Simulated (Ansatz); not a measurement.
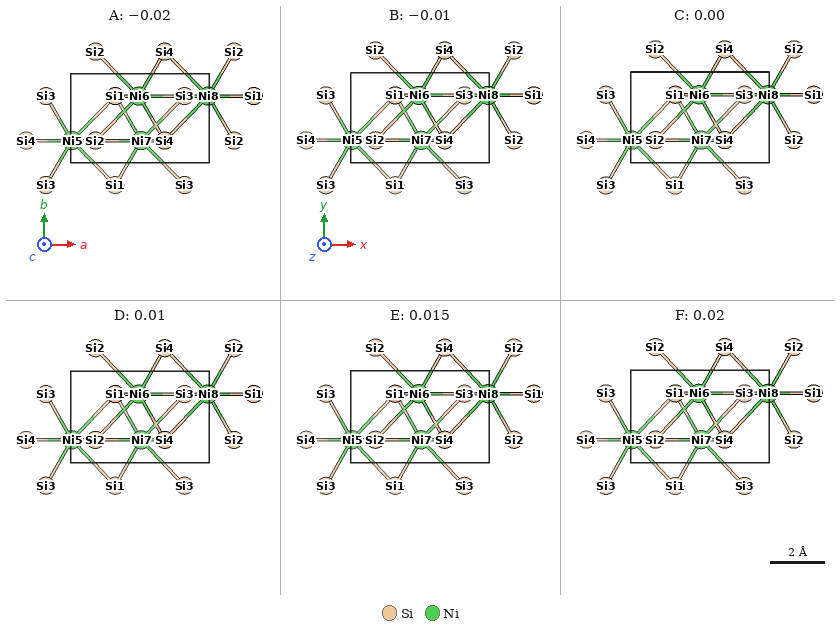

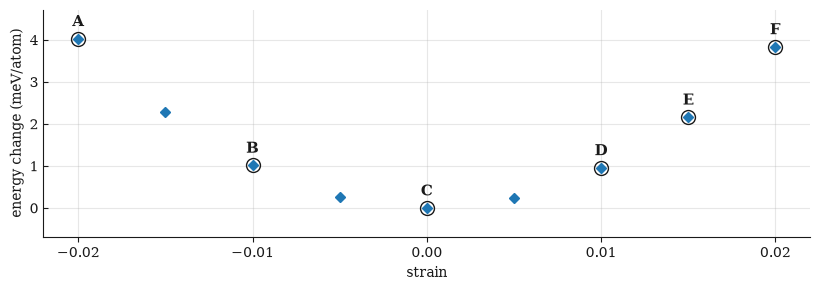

A crystal of SiNi (Pnma): the cell is strained along y alone, with the atoms kept at their fractional coordinates. x, y and z are the Cartesian axes of the input. The lettered frames are marked on the plot. A ball-and-stick model of the cell of the calculation, seen along the c axis.

Theory: DFT PBE, scalar-relativistic, plane waves, PAW (Ansatz). (plane-wave cutoff 420 eV; k-point mesh 8 × 12 × 8; occupations gaussian; smearing width 0.15 eV; no spin polarisation). Energies (free energies at the smearing named) are counted from the relaxed crystal.

Q: Read off the main features of the energy profile.

A: Of the computed points the lowest is at the strain 0.00, 0.00 meV/atom. The end points stand at 4.03 meV/atom (−0.02) and 3.84 meV/atom (0.02). The curvature at zero strain, (1/V) d²E/dε², is about 260 GPa; it is C₂₂ with clamped ions. The distortion keeps the space group Pnma. At the strain −0.02 the cell of the drawing goes b 3.375 → 3.308 Å.

Limits of the set-up: an element that often carries a moment was run without spin polarisation.
